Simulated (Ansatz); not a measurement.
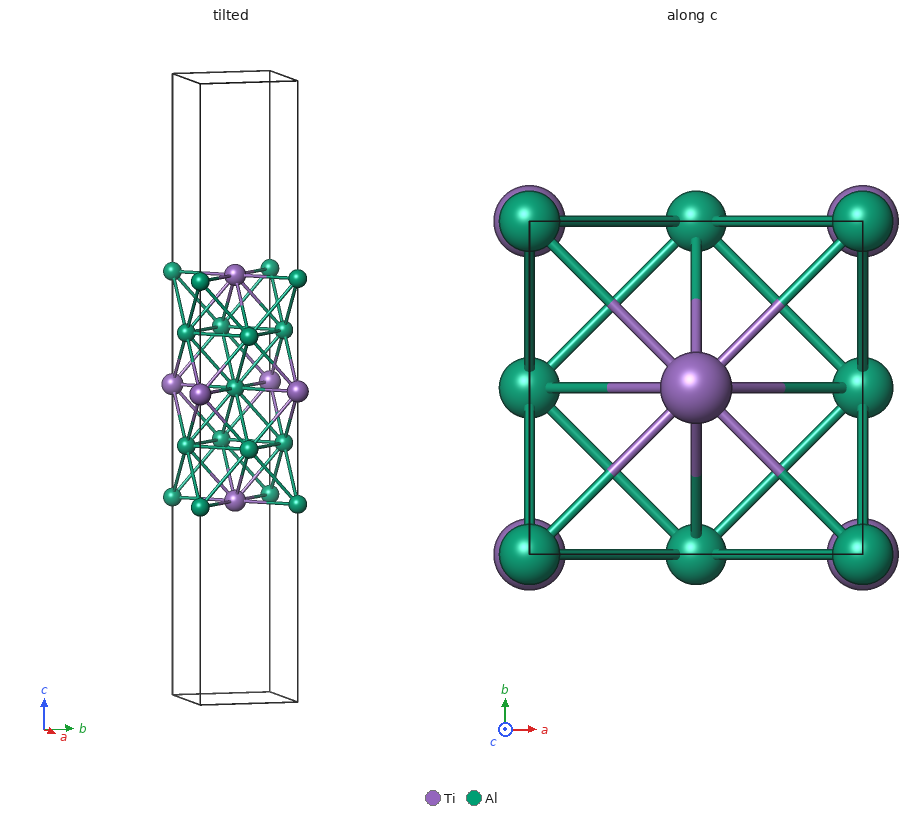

Drawn in the ball-and-stick manner and seen slightly off an axis and along the c axis. The edges of the simulation cell are marked. Cell: a = 3.824 Å, b = 3.824 Å, c = 23.564 Å, α = 90.00°, β = 90.00°, γ = 90.00°.

Summary of the structure:

Its composition is Ti₃Al₇. Cell content 3 Ti, 7 Al; Z = 1. Ti takes two kinds of site: 2h with eight Al at about 2.7 to 2.9 Å; 1b with twelve Al in a distorted cuboctahedral arrangement at about 2.7 to 2.9 Å. Al takes three kinds of site: 2g with four Ti and four Al (about 2.7 Å to Ti, 2.9 Å to Al); 4i with eight Al and four Ti in a distorted cuboctahedral arrangement (about 2.7 to 2.9 Å to Al, 2.9 Å to Ti); 1d with eight Al and four Ti in a distorted cuboctahedral arrangement (about 2.9 Å to Al, 2.7 Å to Ti). The bonds build Ti3Al7 layers parallel to (001).

The structure was taken from a structure listed in the Materials Project, from which a slab was cut. Earlier steps of the study may have refined or changed the cell and positions. Ansatz was used for an electronic-structure calculation on it.
